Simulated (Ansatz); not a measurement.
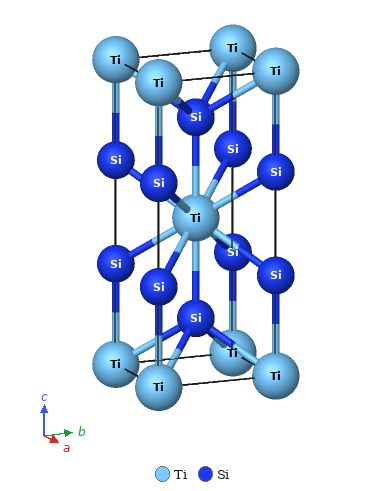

Drawn in the ball-and-stick manner and seen slightly off an axis. The lines enclose the conventional unit cell; boundary atoms appear with their images.

Formula: TiSi$_{2}$. The structure has Immm (No. 71) symmetry and a body-centred orthorhombic lattice. It has 6 atoms to the cell (2 Ti, 4 Si). Ti is coordinated by ten Si. Not all metal-metal contacts are counted. The bonds build a three-dimensional framework.

Origin of the cell: a structure listed in the Materials Project. Earlier steps of the study may have refined or changed the cell and positions. It went into a calculation with Ansatz.
